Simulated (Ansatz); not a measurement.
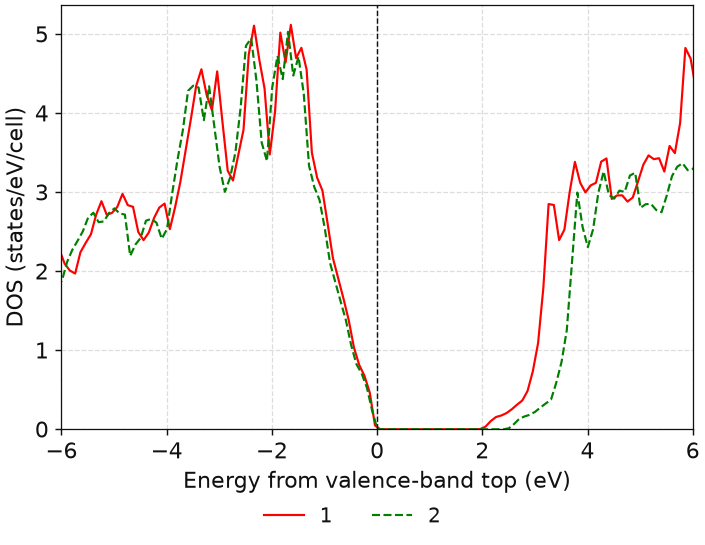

Total densities of states of SiC, space group P4_2/mnm (No. 136), 8 atoms in the cell, by two methods on the same cell. Each is counted from its own valence-band top.

Which curve is which? The methods: r2SCAN, LDA.

1 is LDA; 2 is r2SCAN. LDA gives a gap of 1.97 eV and r2SCAN gives a gap of 2.46 eV.

Settings. LDA: DFT LDA, scalar-relativistic, plane waves, PAW, no spin polarisation, 6×6×10 k mesh, 420 eV cutoff, Gaussian smearing of 0.02 eV (Ansatz). r2SCAN: DFT r2SCAN, scalar-relativistic, plane waves, PAW, no spin polarisation, 6×6×10 k mesh, 500 eV cutoff, Gaussian smearing of 0.02 eV (Ansatz 0.2.0).

The structure is an invented one, so it need not be a known or stable phase.
